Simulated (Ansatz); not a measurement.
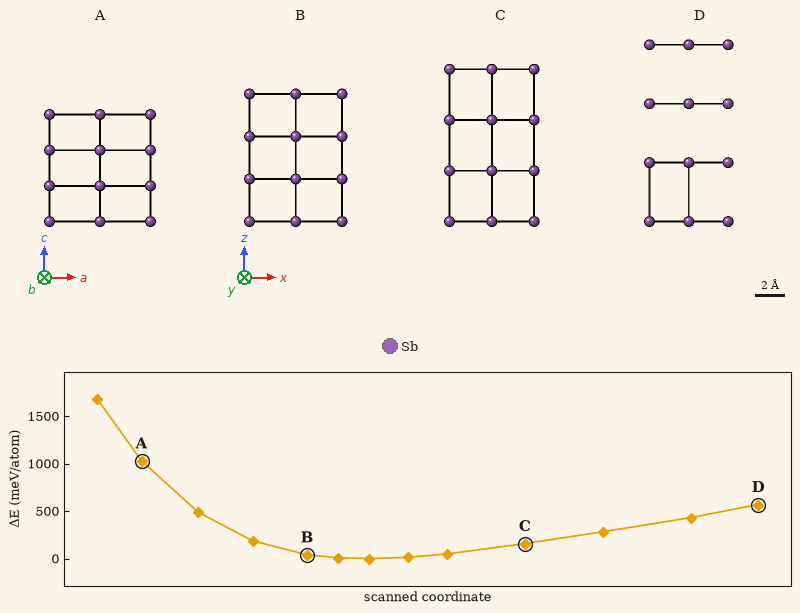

A scan of crystalline Sb (Pm-3m) along one coordinate. x, y and z are the Cartesian axes of the input. The picture is a ball-and-stick view of the cell of the calculation, repeated 2 × 2 × 3 with one cell outlined, seen along the b axis.

Method: DFT PBEsol, scalar-relativistic, plane waves, PAW (Ansatz). (plane-wave cutoff 420 eV; k-point mesh 16 × 16 × 16; occupations gaussian; smearing width 0.15 eV; no spin polarisation). Energies (free energies at the smearing named) are counted from the cell as listed in its source, which wasn't relaxed.

Which coordinate changes from frame to frame?

The ratio of the cell's length along z to its lengths across, counted as 1 for the reference, is changed at fixed volume (a tetragonal or Bain path), with the atoms kept at their fractional coordinates. In the frames the relative ratio is 0.707 (A), 0.92 (B), 1.20 (C), 1.50 (D). Of the computed points the lowest is at the relative ratio 1.00, 0 meV/atom. The end points stand at 1682 meV/atom (0.65) and 569 meV/atom (1.50). The unrelaxed reference is under a pressure of −4.9 GPa. The distortion takes the space group from Pm-3m to P4/mmm. At the relative ratio 1.50 the cell of the drawing goes a 3.160 → 2.761 Å, b 3.160 → 2.761 Å, c 3.160 → 4.141 Å.
